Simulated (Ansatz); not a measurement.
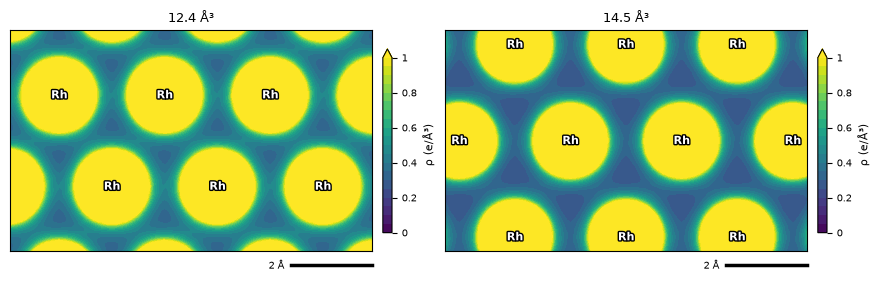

Rh. The valence electron density of cells scaled evenly to different volumes (given per atom above each panel), on the (010) plane of each (indices in the axes of the cell below), at one length scale and on one colour scale.

Computed without spin polarisation.

All numbers below come from Ansatz 0.2.0, DFT PBE, scalar-relativistic, plane waves, PAW.

The largest cell:

```yaml
crystal:
  lattice:
    - [0.00000, 1.93395, 1.93395]
    - [1.93395, 0.00000, 1.93395]
    - [1.93395, 1.93395, 0.00000]
  atoms:
    - { symbol: Rh, position: [0.00000, 0.00000, 0.00000] }
```

| volume (Å³/atom) | Rh–Rh contact in the plane (Å) | ρ at its midpoint (e/Å³) | pressure (GPa) | 
| --- | --- | --- | --- |
| 12.36 | 2.595 | 0.440 | 45.7 | 
| 12.78 | 2.624 | ? | ? | 
| 14.47 | 2.735 | 0.330 | −7.1 | 

Estimate the missing row, and compare with the calculation.

Answer. Over the known rows ln ρ falls by 2.05 per Å of Rh–Rh distance (the line through the two), which gives 0.415 e/Å³ at 2.624 Å; the calculation gives 0.410 e/Å³. For the pressure, a straight line in volume between the neighbouring rows gives 35.2 GPa; the calculation gives 30.9, lower because pressure rises ever faster on compression.
